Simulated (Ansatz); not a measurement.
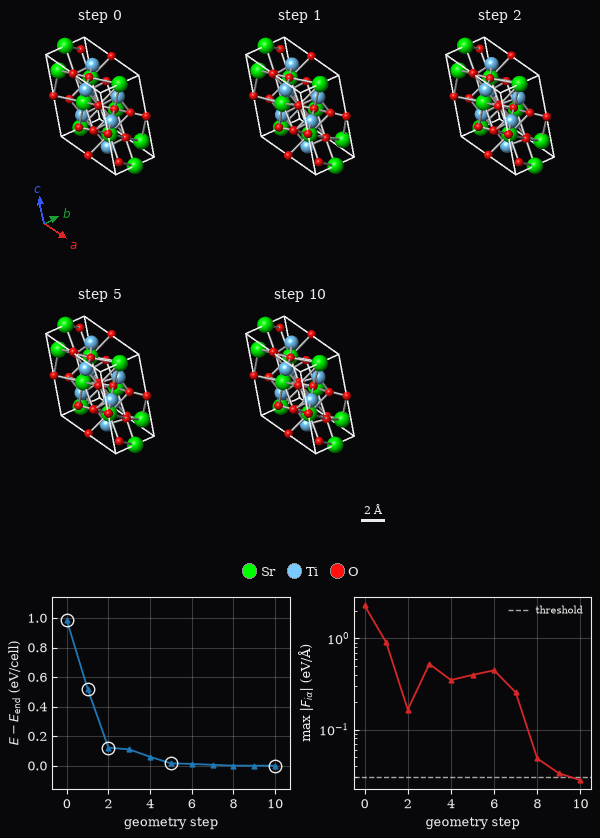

Frames of a relaxation of a defect cell of composition Sr7Ti7O20, marked on the history of the run. A ball-and-stick model of the cell of the calculation (origin shifted), seen slightly off an axis.

Computed with Ansatz, DFT PBEsol, scalar-relativistic, plane waves, PAW. (plane-wave cutoff 420 eV; k-point mesh 3 × 3 × 3; occupations gaussian; smearing width 0.02 eV; collinear spin; atoms relaxed in a fixed cell; force threshold 0.03 eV/Å; at most 40 steps)

Describe the path.

Answer. The energy falls by 0.986 eV per cell of the calculation in 10 geometry steps. The largest force component goes from 2.3 to 0.028 eV/Å. The largest moves, 0.27 Å, are those of O atoms. By element the largest moves are O 0.27 Å, Ti 0.20 Å, Sr 0.10 Å. The lattice vectors keep their values. Among the contacts that change: O–Sr 2.751 → 3.014 Å, Sr–Ti 3.312 → 3.547 Å, O–Sr 2.751 → 2.976 Å, Sr–Ti 3.341 → 3.545 Å. Among the angles between lasting bonds that change: O–Ti–O 179.2° → 158.2°, O–Ti–O 176.8° → 158.1°, O–Ti–O 178.8° → 160.7°. The program noted that the starting moments weren't kept. From step 0 to 1: Sr atoms move most (0.20 Å), energy −0.465 eV per cell of the calculation. From step 1 to 2: a Sr atom moves most (0.16 Å), energy −0.400 eV per cell of the calculation. From step 2 to 5: O atoms move most (0.10 Å), energy −0.106 eV per cell of the calculation. From step 5 to 10: O atoms move most (0.04 Å), energy −15.8 meV per cell of the calculation.

Limits of the set-up: the periodic images lie only 6.7 Å apart, so the values are limited by the cell's size.
